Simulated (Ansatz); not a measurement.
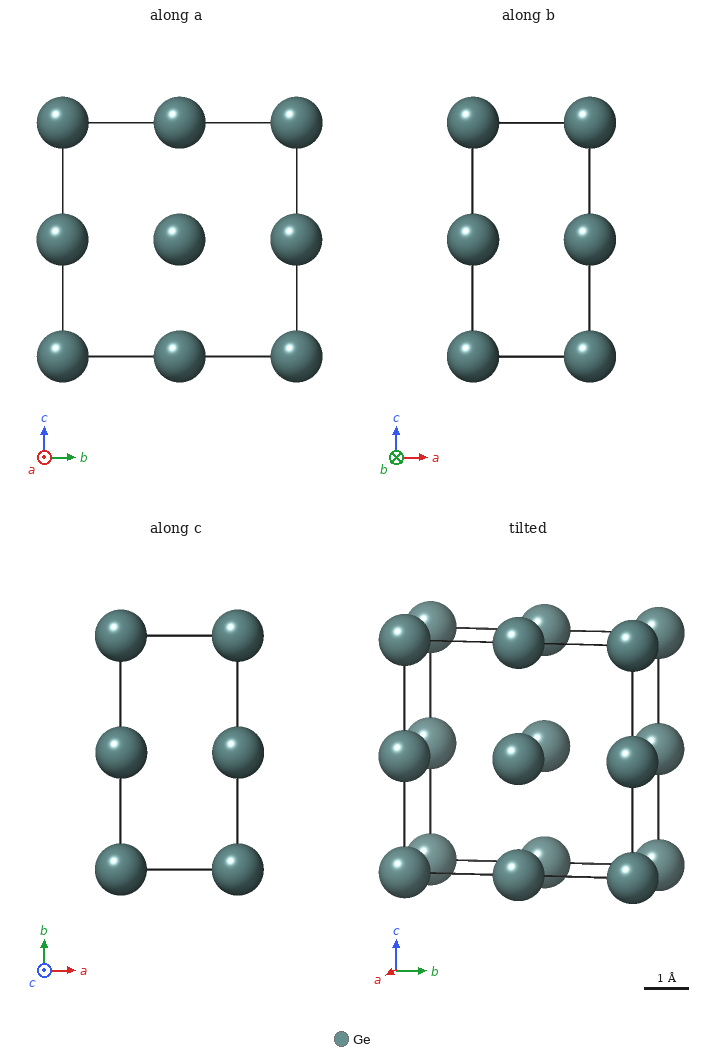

Drawn in the spheres-only manner and seen along the a axis, along the b axis, along the c axis and slightly off an axis. The lines enclose the unit cell; boundary atoms appear with their images.

Lattice parameters: a = 2.7114 Å, b = 5.4235 Å, c = 5.4230 Å, α = 90.000°, β = 90.000°, γ = 90.000°.

Write down what is shown as a CIF in P1 with every atom of the cell, with free fractional coordinates to two decimals.

```cif
data_structure
_symmetry_space_group_name_H-M 'P 1'
_symmetry_Int_Tables_number 1
_cell_length_a 2.7114
_cell_length_b 5.4235
_cell_length_c 5.4230
_cell_angle_alpha 90.000
_cell_angle_beta 90.000
_cell_angle_gamma 90.000
_cell_volume 79.75
loop_
_atom_site_label
_atom_site_type_symbol
_atom_site_fract_x
_atom_site_fract_y
_atom_site_fract_z
_atom_site_occupancy
Ge1 Ge 0.00 0.00 0.00 1
Ge2 Ge 0.00 0.00 0.50 1
Ge3 Ge 0.00 0.50 0.00 1
Ge4 Ge 0.00 0.50 0.50 1
```

The initial geometry was a structure type filled with this element by a generator (whether the element takes this form wasn't checked). The geometry was optimised with DFT PBE, scalar-relativistic, plane waves, PAW in Ansatz.
